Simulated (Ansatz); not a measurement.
# Calculations on BN

Part 1: Vibrations

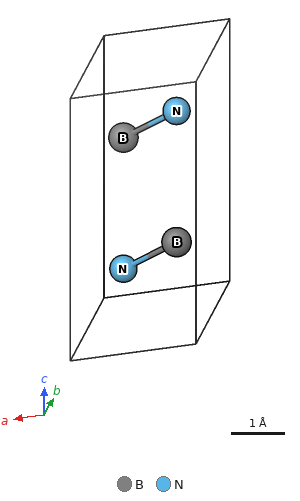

Phonons of solid BN relaxed at 8 GPa, at the zone centre. A ball-and-stick model of the cell of the calculation, seen from a free direction.

Method: Ansatz, DFT PBEsol, scalar-relativistic, plane waves, PAW. Settings: plane-wave cutoff 420 eV; k-point mesh 12 × 12 × 4; occupations fixed; target pressure 8 GPa; no spin polarisation.

Frequencies are those without the non-analytic (LO–TO) term.

### List the optical modes.

The calculation's cell holds 4 atoms, so there are 9 optical modes, in 5 levels. No level is unstable.

```
level  symmetry  frequency (cm⁻¹)         activity
    1       E₂g                87     Raman-active
    2       B₁g               215           silent
    3       A₂u               672  infrared-active
    4       B₁g               782           silent
    5    4-fold              1392     not assigned
```

The modes drawn as arrows (one member of each degenerate set):

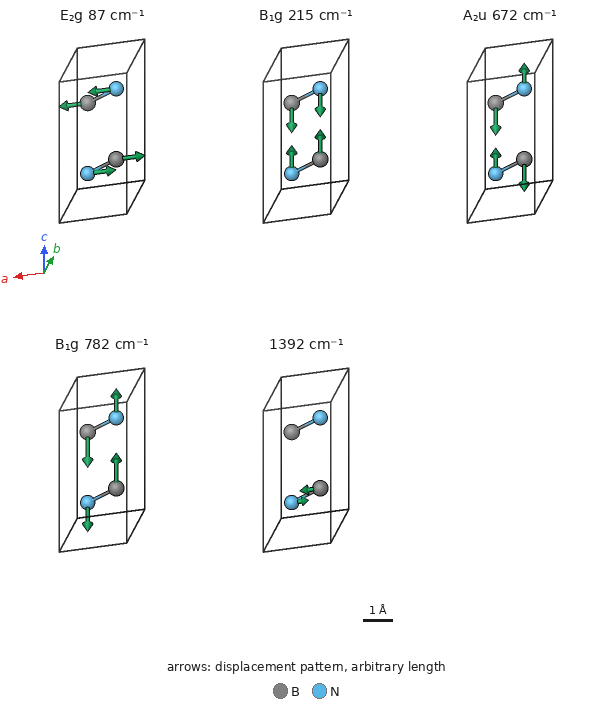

Part 2: One mode

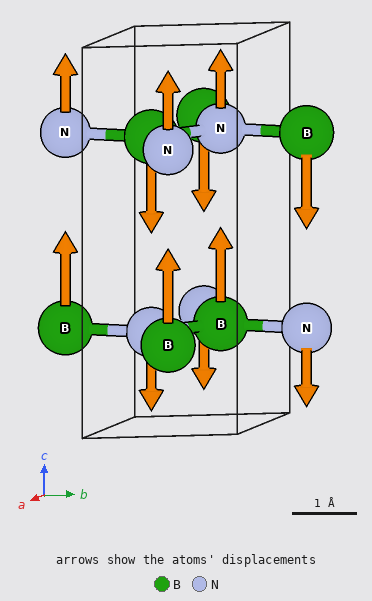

One vibrational mode of a crystal of BN relaxed at 3 GPa at the zone centre. The orange arrows are the displacements of the atoms (eigenvector over the root of the mass), of arbitrary overall length and sign. A ball-and-stick model of the cell of the calculation, seen slightly off an axis.

All numbers below come from DFT PBEsol, scalar-relativistic, plane waves, PAW in Ansatz.

Input
```yaml
crystal:
  lattice:
    - [2.4984625992, 0.0, 0.0]
    - [-1.2492312996, 2.1637320813, 0.0]
    - [0.0, 0.0, 6.249223447]
  atoms:
    - { symbol: B, position: [0.3333333333, 0.6666666667, 0.25] }
    - { symbol: B, position: [0.6666666667, 0.3333333333, 0.75] }
    - { symbol: "N", position: [0.3333333333, 0.6666666667, 0.75] }
    - { symbol: "N", position: [0.6666666667, 0.3333333333, 0.25] }
basis:
  ecutwfc: 420
kpoints:
  mp_grid: { grid: [12, 12, 4] }
hamiltonian:
  xc: pbesol
scf:
  occupations: { method: fixed }
output:
  eigenvalues: true
phonons:
  method: dfpt
  dielectric: true
  rigid_motions: translations
  eigenvectors: true
```

Command:
```bash
ansatz run input.yaml --threads 1 --pin off --max-ram 1228MiB --backend cpu --events-out ev --progress --plain --runs-dir out
```

Frequencies are those without the non-analytic (LO–TO) term.

Question: What mode is this, and where does it lie in the spectrum?

Answer: This is the B₁g mode at 788 cm⁻¹, optical level 4 of 5, counted from below, silent by symmetry (neither infrared- nor Raman-active). All motion is along c; atoms of one kind move against one another, with no net shift of any sublattice; the B–N bond lengths don't change to first order, so for these it is a bending, tilting or sliding motion; the kinetic energy is shared as B 55 %, N 45 %.

Part 3: Softest mode

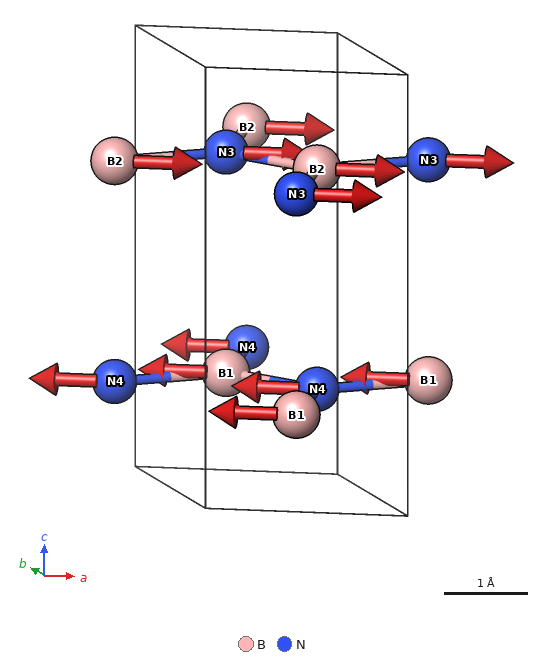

The lowest optical mode of crystalline BN relaxed at 15 GPa, space group P6₃/mmc (No. 194), at the zone centre. Displacements are drawn as red arrows; their common scale and sign are arbitrary. A ball-and-stick model of the cell of the calculation, seen slightly off an axis.

These are results of Ansatz, DFT PBEsol, scalar-relativistic, plane waves, PAW, not measurements. Set-up: plane-wave cutoff 420 eV; k-point mesh 12 × 12 × 4; occupations fixed; target pressure 15 GPa; no spin polarisation.

Frequencies are those without the non-analytic (LO–TO) term.

Is this crystal at a minimum with respect to the drawn distortion?

Answer. Yes: this softest mode has a real frequency, and so have all others here. That speaks for this wave vector alone: the rest of the zone wasn't checked in this run. This is the E₂g mode (doubly degenerate; one member of the set is drawn) at 114 cm⁻¹, the lowest optical level, Raman-active by symmetry. All motion is along a; whole layers move rigidly against one another; the kinetic energy is shared as N 56 %, B 44 %.
